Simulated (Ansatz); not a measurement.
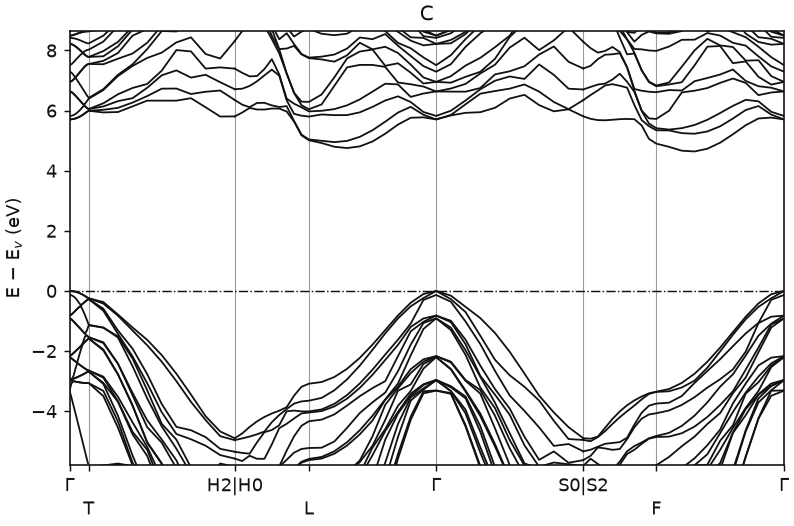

Band structure. Energies are counted from the top of the valence band.

### Which Bravais lattice do the labels of the path belong to?

A rhombohedral lattice: the path Γ–T–H2|H0–L–Γ–S0|S2–F–Γ runs through the special points of its Brillouin zone.

Calculation on C, space group R-3m, 14 atoms in the cell; a = 14.52 Å, b = 14.52 Å, c = 14.52 Å, α = 9.93°, β = 9.93°, γ = 9.93°.

Method: DFT r2SCAN, scalar-relativistic, plane waves, PAW, no spin polarisation, 12×12×12 k mesh, 500 eV cutoff (Ansatz 0.2.0).

### What does the band structure say about the gap?

An insulator. The gap along this path is 4.64 eV and indirect, from the valence-band top at Γ to the conduction-band bottom between F and Γ; the smallest direct gap is 5.71 eV, at Γ.

### What are the direct gaps at L, F and Γ?

The direct gaps are 8.10 eV at L, 8.25 eV at F and 5.71 eV at Γ.

### How many bands meet at the valence-band top?

Two bands meet at the valence-band top at Γ: it is doubly degenerate (spin aside). The next level lies only 0.13 eV lower.

### How much do the top valence band and the lowest conduction band disperse along the path?

The top valence band spans 4.9 eV and the lowest conduction band 1.9 eV.
